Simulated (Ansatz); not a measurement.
System: Sb.

Input

```
crystal:
  lattice:
    - [0.0, 2.3553276627, 2.3553276627]
    - [2.3553276627, 0.0, 2.3553276627]
    - [2.3553276627, 2.3553276627, 0.0]
  atoms:
    - { symbol: Sb, position: [0.0, 0.0, 0.0] }
hamiltonian:
  xc: r2scan
  pseudopotentials: { kind: paw }
kpoints:
  mp_grid: { grid: [10, 10, 10] }
scf:
  occupations: { method: fermi_dirac, width: 0.05 }
output:
  forces: true
  stress: true
  eigenvalues: true
  write_density: true
  write_potential: true
  elf: true
  volumetric_format: npy
```

Run with:

```sh
ansatz run input.yaml --threads 2 --pin off --max-ram 5632MiB --backend cpu --events-out ev --progress --plain --runs-dir out
```

Below, planes, directions and counts refer to the conventional cell (a = 4.71 Å, b = 4.71 Å, c = 4.71 Å, α = 90.00°, β = 90.00°, γ = 90.00°).

Space group Fm-3m; a structure from a database of computed crystals, not necessarily the ambient phase; computed pressure about 2 GPa in this cell.

All numbers below come from Ansatz, Kohn-Sham DFT of a periodic cell, r2SCAN, Ansatz PAW.

### What can the converged valence pseudo-density and electron localisation function tell about the bonding?

Sb–Sb (3.33 Å): ρ is about 0.17 e/Å³ halfway; the ELF is about 0.35 at the midpoint.

### Metal or insulator at this level of theory?

It is metallic or semimetallic at this level of theory: no gap opens.

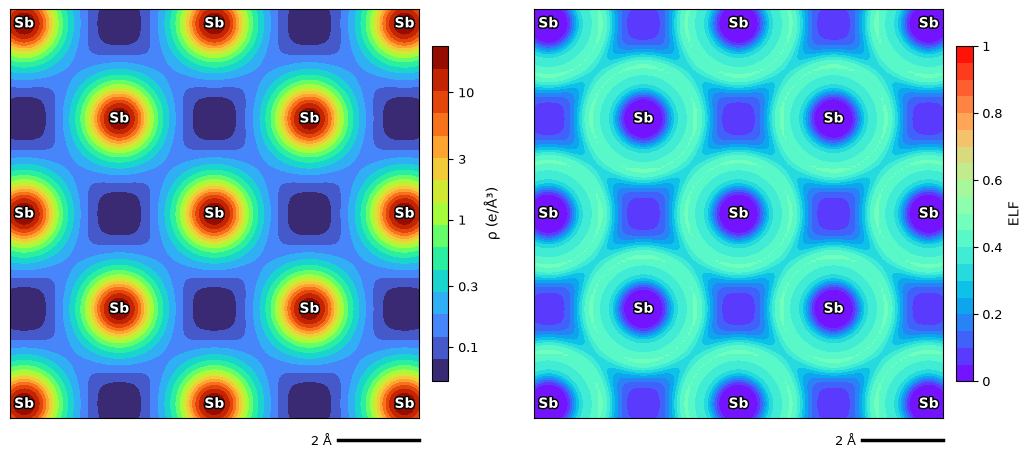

Computed valence pseudo-density and electron localisation function on the (010) plane of the conventional cell, in this order. 

Core electrons are frozen (PAW), and the valence fields are smoothed inside the atomic spheres.
